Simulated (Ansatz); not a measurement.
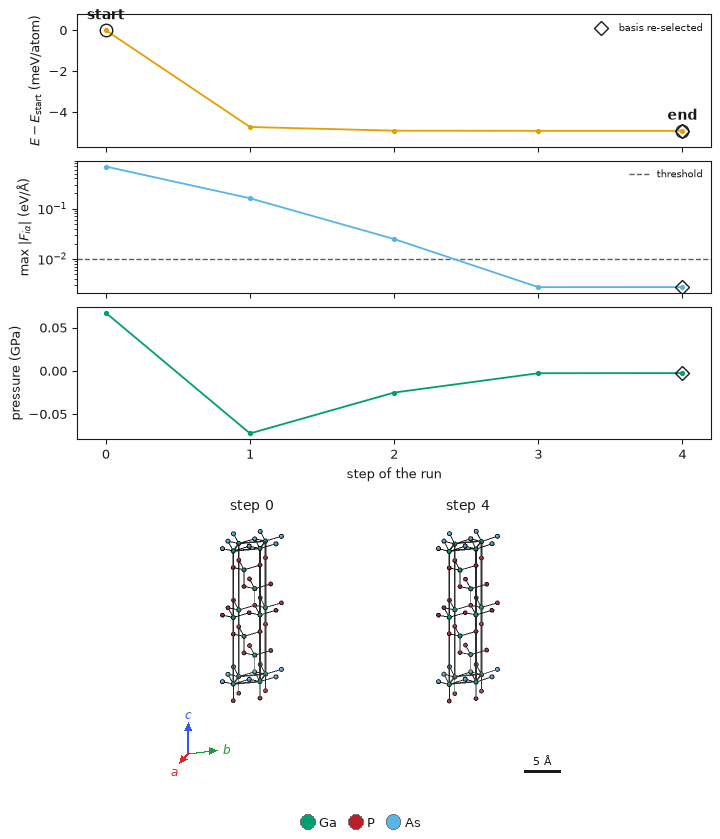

First and last geometry of a relaxation of a crystal of Ga6AsP5 (set up in P3m1), with the history of the run. Style: ball-and-stick. Shown: the cell of the calculation, slightly off an axis.

Case: superlattice of 1 and 5 planes along [1 1 1].

Level of theory: Ansatz 0.2.0, DFT PBE, scalar-relativistic, plane waves, PAW.

Input file:
```yaml
crystal:
  lattice:
    - [3.9214280374, 0.0, 0.0]
    - [-1.9607140187, 3.3960562995, 0.0]
    - [0.0, 0.0, 19.2109955094]
  atoms:
    - { symbol: Ga, position: [0.0, 0.0, 0.0] }
    - { symbol: P, position: [0.6666666667, 0.3333333333, 0.2083333333] }
    - { symbol: As, position: [0.3333333333, 0.6666666667, 0.0416666667] }
    - { symbol: Ga, position: [0.3333333333, 0.6666666667, 0.1666666667] }
    - { symbol: Ga, position: [0.6666666667, 0.3333333333, 0.3333333333] }
    - { symbol: P, position: [0.0, 0.0, 0.375] }
    - { symbol: Ga, position: [0.0, 1.0, 0.5] }
    - { symbol: P, position: [0.6666666667, 0.3333333333, 0.7083333333] }
    - { symbol: P, position: [0.3333333333, 0.6666666667, 0.5416666667] }
    - { symbol: Ga, position: [0.3333333333, 0.6666666667, 0.6666666667] }
    - { symbol: Ga, position: [0.6666666667, 0.3333333333, 0.8333333333] }
    - { symbol: P, position: [0.0, 0.0, 0.875] }
basis:
  ecutwfc: 420
kpoints:
  mp_grid: { grid: [12, 12, 2] }
hamiltonian:
  xc: pbe
scf:
  occupations: { method: gaussian, width: 0.1 }
output:
  forces: true
  stress: true
  eigenvalues: true
  populations: true
relax:
  adjacent_minimum: "off"
  f_tol: 0.01
  max_steps: 45
  cell: { stress_tol: 0.05 }
```

Launched with:
```bash
ansatz run input.yaml --threads 2 --pin off --max-ram 5120MiB --backend cpu --events-out ev --progress --plain --runs-dir out
```

Question: Read the history and describe the run.

Answer: It converged. After 3 accepted moves (4 points after the start) the energy has fallen by 4.9 meV per atom. The largest force component goes from 0.69 to 0.0027 eV/Å. The pressure goes from 0.07 to 0.00 GPa. At 1 point the geometry stayed and the basis and grid were re-selected for the new cell (energy shift of less than 0.05 meV per atom at most each time). The largest move relative to the cell is that of Ga1, 0.085 Å along −c. Largest moves by element: Ga 0.085 Å, P 0.064 Å, As 0.005 Å. The drawn cell changes at constant volume: a = b unchanged at 3.921 Å, c 19.211 → 19.215 Å (0.0 %). Among the contacts that change: As3–Ga4 2.401 → 2.478 Å, Ga1–As3 2.401 → 2.433 Å, Ga1–P12 2.401 → 2.381 Å, P2–Ga4 2.401 → 2.395 Å. Bond angles that change, for instance: As3–Ga1–As3 109.5° → 107.4°, Ga1–As3–Ga1 109.5° → 107.4°, Ga1–As3–Ga4 109.5° → 111.5°. The space group stays P3m1 (No. 156).

```
step  E − E(0), meV/atom  largest force component, eV/Å  pressure, GPa  volume, Å³/atom                      note
   0                0.00                         0.6879           0.07           21.320                          
   1               -4.73                         0.1606          -0.07           21.335                          
   2               -4.91                         0.0248          -0.03           21.324                          
   3               -4.91                         0.0027           0.00           21.318                          
   4               -4.91                         0.0027           0.00           21.318  same geometry, new basis
```
